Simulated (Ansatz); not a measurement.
## Geometry relaxation of Ti8H2O17 (part 3 of 3)

The same run, continued: Ti8H2O17 (slab, 27 atoms in the cell); DFT PBE+D3(BJ), scalar-relativistic, plane waves, PAW, no spin polarisation (Ansatz 0.2.0); cutoff 420 eV, 2×3×1 k-mesh, Gaussian smearing of 0.05 eV. The structure derives from an entry of the Crystallography Open Database. The input holds or restrains some coordinates. It belongs to a series of runs on one base structure; here: 1 H2O a cell, tilted, over a hollow Ti-O-O site.

**Trajectory as extended XYZ, continued**
```
27
Lattice="7.5747 0.0000 0.0000 -1.8937 5.1467 0.0000 0.0000 0.0000 25.2244" Properties=species:S:1:pos:R:3:forces:R:3 step=6 energy=-29709.61352
O     0.0000    3.2456    8.0000    0.0002  -1.5317   1.1106
O     3.7874    3.2456    8.0000    0.0050  -1.6017   1.0657
Ti    0.0000    1.3935    8.7329    0.0107   4.0140   2.0333
Ti    3.7874    1.3935    8.7329    0.0007   4.0802   2.0482
O     1.8937    1.0207    8.8804   -0.0153   0.1988  -1.0979
O     5.6811    1.0207    8.8804    0.0164   0.2178  -1.0987
O     1.8937    4.6881    9.4658   -0.0121   0.3115   0.0898
O     5.6811    4.6881    9.4658    0.0701   0.3357   0.0260
Ti    0.0000    4.3153    9.6133   -0.0202  -2.1415  -1.9314
Ti    3.7874    4.3153    9.6133   -0.0067  -2.2728  -2.5085
O     0.0000    2.4632   10.3462    0.0357  -0.6680   0.1720
O     3.7874    2.4632   10.3462    0.0795  -0.7593   0.1360
O     0.0044    4.6774   11.5753   -0.0291  -0.0335  -0.0234
O     3.8234    4.6541   11.5241    0.0543   0.0296   0.0303
Ti    0.0372    2.7855   12.3940    0.0422   0.1335  -0.0768
Ti    3.8179    2.7663   12.4062   -0.0237  -0.0249  -0.0858
O     1.9224    2.3914   12.4001    0.0539  -0.0085  -0.0664
O     5.7207    2.4175   12.4347   -0.0315  -0.0231   0.0492
O     3.8486    0.9432   13.1967    0.0117   0.0576   0.0400
O     0.0253    0.9604   13.2490   -0.0565  -0.0416  -0.0349
Ti    1.9315    0.4393   13.1492    0.0091  -0.0591   0.1493
Ti    5.7260    0.4269   13.0409    0.0331  -0.0133   0.0019
O     0.1206    3.9236   13.9229    0.0251   0.0545  -0.0370
O     3.7987    3.9481   13.8801   -0.0034   0.0139   0.0168
O     1.9501    1.8651   15.1234    0.2395   0.5574   1.1446
H     1.6651    2.7642   14.8252   -0.0475  -0.3767   0.0267
H     2.4479    2.0471   15.9678   -0.4419  -0.4482  -1.1797
27
Lattice="7.5747 0.0000 0.0000 -1.8937 5.1467 0.0000 0.0000 0.0000 25.2244" Properties=species:S:1:pos:R:3:forces:R:3 step=8 energy=-29709.76878
O     0.0000    3.2456    8.0000   -0.0020  -1.5680   1.1105
O     3.7874    3.2456    8.0000    0.0037  -1.5909   1.0625
Ti    0.0000    1.3935    8.7329    0.0044   3.9506   1.9582
Ti    3.7874    1.3935    8.7329    0.0016   4.1090   2.0872
O     1.8937    1.0207    8.8804   -0.0516   0.1947  -1.0943
O     5.6811    1.0207    8.8804    0.0523   0.2290  -1.0979
O     1.8937    4.6881    9.4658   -0.0336   0.3088   0.0781
O     5.6811    4.6881    9.4658    0.0620   0.3501   0.0215
Ti    0.0000    4.3153    9.6133   -0.0065  -2.0085  -1.8526
Ti    3.7874    4.3153    9.6133   -0.0071  -2.3114  -2.4277
O     0.0000    2.4632   10.3462    0.0013  -0.7363   0.1055
O     3.7874    2.4632   10.3462    0.0651  -0.7777   0.0973
O    -0.0024    4.6622   11.5760   -0.0300  -0.0092   0.0228
O     3.8105    4.6503   11.5285    0.0002   0.0188   0.0527
Ti    0.0245    2.7821   12.3611   -0.0060   0.0247  -0.0310
Ti    3.7939    2.7591   12.4153    0.0071  -0.0079  -0.1447
O     1.9081    2.3735   12.3908    0.0238  -0.0228  -0.0698
O     5.7030    2.4100   12.4420   -0.0049  -0.0313   0.0395
O     3.8263    0.9462   13.2287    0.0138   0.0443   0.0820
O     0.0009    0.9356   13.2246    0.0094   0.0101  -0.0242
Ti    1.9134    0.4204   13.1799   -0.0107  -0.1770  -0.0730
Ti    5.7081    0.4188   13.0487    0.0577   0.0060  -0.0677
O     0.1302    3.8955   13.9228   -0.0033   0.0121  -0.0112
O     3.7673    3.9363   13.8893   -0.0146  -0.0193   0.0208
O     1.7802    1.6570   15.0846    0.4362   0.3550   0.8959
H     1.4267    2.5382   14.8088   -0.0625  -0.1086   0.0961
H     2.4833    1.8581   15.7530   -0.5061  -0.2431  -0.8381
27
Lattice="7.5747 0.0000 0.0000 -1.8937 5.1467 0.0000 0.0000 0.0000 25.2244" Properties=species:S:1:pos:R:3:forces:R:3 step=10 energy=-29709.87682
O     0.0000    3.2456    8.0000   -0.0027  -1.5719   1.1142
O     3.7874    3.2456    8.0000    0.0008  -1.5910   1.0721
Ti    0.0000    1.3935    8.7329    0.0023   3.9530   1.9610
Ti    3.7874    1.3935    8.7329   -0.0006   4.0926   2.0715
O     1.8937    1.0207    8.8804   -0.0440   0.1949  -1.0869
O     5.6811    1.0207    8.8804    0.0443   0.2240  -1.0919
O     1.8937    4.6881    9.4658   -0.0428   0.3180   0.0774
O     5.6811    4.6881    9.4658    0.0369   0.3537   0.0314
Ti    0.0000    4.3153    9.6133   -0.0055  -2.0294  -1.8360
Ti    3.7874    4.3153    9.6133    0.0020  -2.2948  -2.4038
O     0.0000    2.4632   10.3462   -0.0351  -0.8173   0.0091
O     3.7874    2.4632   10.3462    0.0659  -0.8349   0.0232
O    -0.0125    4.6378   11.5761    0.0077   0.0099   0.0769
O     3.7953    4.6358   11.5316   -0.0168   0.0427   0.1129
Ti    0.0152    2.7496   12.3598   -0.0253  -0.0353  -0.0524
Ti    3.7759    2.7320   12.4076    0.0250  -0.1052  -0.0874
O     1.8981    2.3305   12.3662   -0.0011   0.0418  -0.0205
O     5.6894    2.3668   12.4369    0.0008  -0.0129   0.0034
O     3.8067    0.9357   13.2788    0.0518  -0.0376   0.0063
O    -0.0088    0.9125   13.2401   -0.0962  -0.0517  -0.0191
Ti    1.8951    0.3805   13.1849   -0.0274   0.1812   0.1347
Ti    5.6922    0.3883   13.0617    0.0266   0.1047  -0.0378
O     0.0948    3.8597   13.9223    0.0221  -0.0903  -0.0075
O     3.7538    3.8953   13.8873   -0.0211   0.0332   0.0321
O     1.7521    1.6406   15.1419    0.2836  -0.0156   0.1427
H     1.2088    2.4376   14.9287    0.1491  -0.0528   0.0464
H     2.6191    1.9799   15.4527   -0.3997  -0.0076  -0.2722
27
Lattice="7.5747 0.0000 0.0000 -1.8937 5.1467 0.0000 0.0000 0.0000 25.2244" Properties=species:S:1:pos:R:3:forces:R:3 step=12 energy=-29709.90919
O     0.0000    3.2456    8.0000   -0.0029  -1.5508   1.1237
O     3.7874    3.2456    8.0000   -0.0006  -1.5867   1.0763
Ti    0.0000    1.3935    8.7329    0.0018   3.9562   1.9731
Ti    3.7874    1.3935    8.7329   -0.0016   4.0813   2.0710
O     1.8937    1.0207    8.8804   -0.0426   0.1922  -1.0859
O     5.6811    1.0207    8.8804    0.0427   0.2217  -1.0923
O     1.8937    4.6881    9.4658   -0.0559   0.3208   0.0720
O     5.6811    4.6881    9.4658    0.0367   0.3517   0.0427
Ti    0.0000    4.3153    9.6133    0.0014  -2.0232  -1.6876
Ti    3.7874    4.3153    9.6133   -0.0005  -2.2754  -2.3109
O     0.0000    2.4632   10.3462   -0.0510  -0.8064  -0.0644
O     3.7874    2.4632   10.3462    0.0677  -0.8407  -0.0304
O    -0.0132    4.6393   11.5912   -0.0126  -0.0771  -0.1693
O     3.7858    4.6339   11.5372    0.0139  -0.0200  -0.0957
Ti    0.0088    2.7392   12.3568    0.0505   0.0759   0.0344
Ti    3.7711    2.7200   12.4002   -0.0332   0.0019  -0.0432
O     1.8935    2.3225   12.3560    0.0099  -0.0281   0.0035
O     5.6838    2.3565   12.4282    0.0076  -0.0082   0.0011
O     3.8066    0.9255   13.2816   -0.0277   0.0487  -0.0033
O    -0.0194    0.9004   13.2479    0.0308  -0.0008   0.0272
Ti    1.8887    0.3726   13.2039    0.0167  -0.0100   0.1067
Ti    5.6862    0.3856   13.0637   -0.0025  -0.0306   0.0564
O     0.0928    3.8351   13.9230   -0.0346   0.0516  -0.0293
O     3.7414    3.8848   13.8860   -0.0109  -0.0533   0.0149
O     1.8246    1.6483   15.1114   -0.0302  -0.0201  -0.0149
H     1.1744    2.3689   14.9291    0.1252  -0.0315   0.0630
H     2.6820    2.1101   15.1918   -0.0986   0.0620  -0.0377
27
Lattice="7.5747 0.0000 0.0000 -1.8937 5.1467 0.0000 0.0000 0.0000 25.2244" Properties=species:S:1:pos:R:3:forces:R:3 step=15 energy=-29709.92017
O     0.0000    3.2456    8.0000   -0.0012  -1.5564   1.1076
O     3.7874    3.2456    8.0000    0.0011  -1.6047   1.0868
Ti    0.0000    1.3935    8.7329    0.0094   3.9937   2.0126
Ti    3.7874    1.3935    8.7329   -0.0105   4.0258   2.0073
O     1.8937    1.0207    8.8804   -0.0030   0.2063  -1.0890
O     5.6811    1.0207    8.8804    0.0036   0.2133  -1.0881
O     1.8937    4.6881    9.4658   -0.0207   0.3331   0.0804
O     5.6811    4.6881    9.4658    0.0160   0.3485   0.0211
Ti    0.0000    4.3153    9.6133   -0.0245  -2.0674  -1.6601
Ti    3.7874    4.3153    9.6133    0.0203  -2.1955  -2.3350
O     0.0000    2.4632   10.3462   -0.0553  -0.8356  -0.0931
O     3.7874    2.4632   10.3462    0.0613  -0.8640  -0.0465
O    -0.0175    4.6323   11.5880   -0.0022  -0.0171  -0.0092
O     3.8000    4.6290   11.5353    0.0215   0.0102   0.0164
Ti    0.0085    2.7431   12.3653   -0.0068   0.0268  -0.0337
Ti    3.7721    2.7063   12.3803    0.0095  -0.0231   0.0095
O     1.8906    2.3147   12.3503   -0.0079  -0.0032   0.0006
O     5.6855    2.3409   12.4269    0.0090   0.0047  -0.0027
O     3.8060    0.9175   13.2677    0.0056   0.0113  -0.0067
O    -0.0184    0.8996   13.2756   -0.0221  -0.0246   0.0073
Ti    1.8883    0.3746   13.2085   -0.0109  -0.0142   0.0155
Ti    5.6894    0.3695   13.0723    0.0048   0.0072  -0.0074
O     0.0728    3.8389   13.9236   -0.0085   0.0255  -0.0018
O     3.7265    3.8619   13.8833   -0.0071  -0.0058   0.0046
O     1.8764    1.6655   15.1077    0.0104   0.0893  -0.0151
H     1.1240    2.2931   15.0152    0.0786  -0.0532   0.0059
H     2.6598    2.2546   15.0542   -0.0684  -0.0337   0.0091
27
Lattice="7.5747 0.0000 0.0000 -1.8937 5.1467 0.0000 0.0000 0.0000 25.2244" Properties=species:S:1:pos:R:3:forces:R:3 step=17 energy=-29709.92086
O     0.0000    3.2456    8.0000   -0.0012  -1.5582   1.1071
O     3.7874    3.2456    8.0000    0.0019  -1.6031   1.0875
Ti    0.0000    1.3935    8.7329    0.0091   3.9873   2.0072
Ti    3.7874    1.3935    8.7329   -0.0108   4.0297   2.0102
O     1.8937    1.0207    8.8804   -0.0032   0.2058  -1.0891
O     5.6811    1.0207    8.8804    0.0039   0.2136  -1.0877
O     1.8937    4.6881    9.4658   -0.0184   0.3317   0.0869
O     5.6811    4.6881    9.4658    0.0172   0.3499   0.0126
Ti    0.0000    4.3153    9.6133   -0.0291  -2.0582  -1.6673
Ti    3.7874    4.3153    9.6133    0.0236  -2.1977  -2.3189
O     0.0000    2.4632   10.3462   -0.0576  -0.8351  -0.0973
O     3.7874    2.4632   10.3462    0.0579  -0.8632  -0.0507
O    -0.0208    4.6328   11.5868    0.0041  -0.0171  -0.0101
O     3.8057    4.6290   11.5365    0.0125   0.0087   0.0058
Ti    0.0066    2.7454   12.3626    0.0084   0.0182  -0.0006
Ti    3.7722    2.7052   12.3809   -0.0073  -0.0136  -0.0035
O     1.8891    2.3152   12.3493   -0.0146   0.0030  -0.0007
O     5.6854    2.3410   12.4264    0.0064   0.0019  -0.0003
O     3.8055    0.9169   13.2630    0.0117   0.0041  -0.0035
O    -0.0203    0.8997   13.2787   -0.0004  -0.0098   0.0135
Ti    1.8865    0.3761   13.2080   -0.0132  -0.0022   0.0200
Ti    5.6892    0.3690   13.0735    0.0118  -0.0057  -0.0137
O     0.0691    3.8421   13.9221   -0.0007   0.0121  -0.0005
O     3.7221    3.8602   13.8845   -0.0002   0.0024  -0.0010
O     1.8912    1.6716   15.1071   -0.0301  -0.0163  -0.0039
H     1.1321    2.2884   15.0212    0.0014  -0.0019   0.0041
H     2.6643    2.2706   15.0468    0.0168   0.0134  -0.0061
```

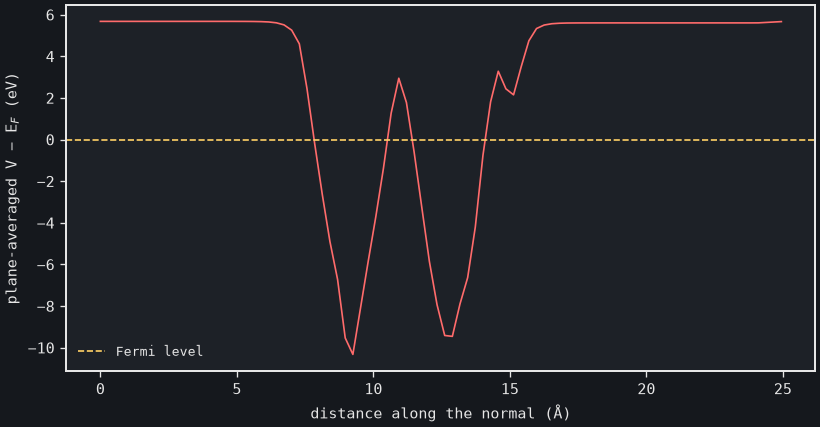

Plane average of the electrostatic potential energy of an electron across the cell, from the Fermi level. The vacuum level lies 5.61 eV above the Fermi level on the upper side and 5.68 eV on the lower.

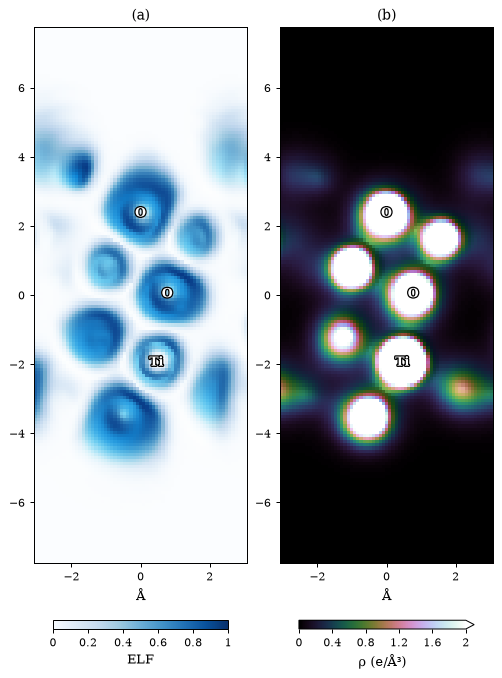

(a) electron localisation function; (b) valence charge density (pseudo) on the (100) plane of the calculation cell, a cut from vacuum to vacuum. The section cuts through Ti and O sites. Ti–O (2.00 Å): ρ at the midpoint is about 0.61 e/Å³; the ELF is about 0.20 at the midpoint. The density dies away to nearly zero in the vacuum. The strong features right at Ti lie inside the PAW spheres (semicore, d or f shells) and say nothing about bonding. In a PAW calculation such maps are meaningful between the atoms, not at the nuclei.

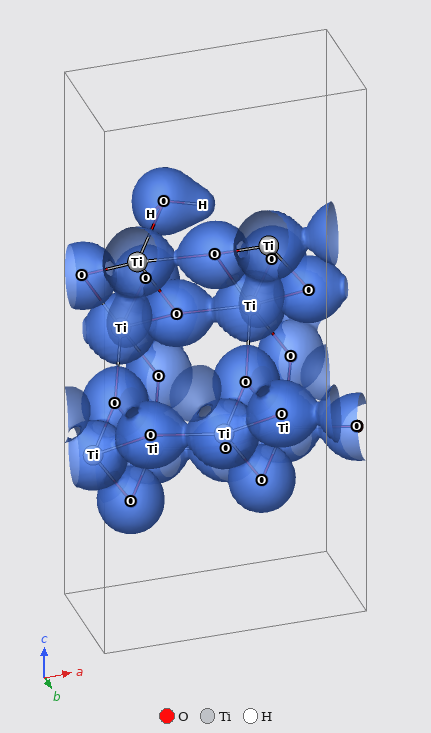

Isosurface of the valence electron density at 0.6 e/Å³ (blue), seen at an oblique angle. Sticks mark near contacts. At this value the density is joined into sheets; it holds about 80 % of the electrons treated as valence (semicore included). It is pinched off along the Ti–Ti (2.89 Å) contacts. On the grid the lowest density along these lines, outside the cores, is 2.1 e/Å³ (O–H, 0.98 Å), 1.1 e/Å³ (Ti–O, 1.77 Å), 0.29 e/Å³ (Ti–Ti, 2.89 Å) and 1 e/Å³ (Ti–O, 1.83 Å).

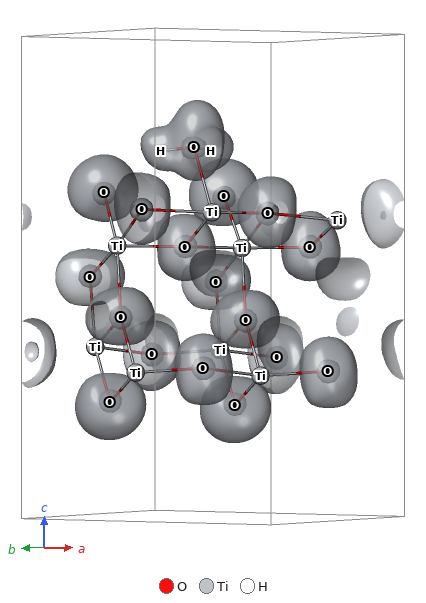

Isosurface of the electron localisation function at 0.65 (grey), seen at an oblique angle. Only the valence region is drawn (cores and ρ < 0.01 e/Å³ removed). Sticks mark near contacts. Counts are for one cell; the picture repeats the cell along the surface.  Values along the shortest contacts: O–H (0.98 Å): the ELF climbs to about 1 towards the hydrogen, as it does in any bond to H; a covalent bond by its length. Ti–O (1.77 Å): the ELF is about 0.30 at the midpoint.

**Key numbers**

```tsv
quantity	value
outcome	converged under the restraints of the input
electrons treated	200
free energy	−29709.9209 eV
work function, top face	5.61 eV
work function, bottom face	5.68 eV
Fermi energy	−1.523 eV
gap on the k-point mesh	2.09 eV
final volume	983.36 Å³
work function (upper face)	5.61 eV
largest force (length of the vector) at the end, held atoms and coordinates included	4.503 eV/Å
wall time	3.6 min (CPU time 26 min)
peak memory	2.3 GiB
```

Warnings of the run: the exchange-correlation potential is rough where the density is thin.
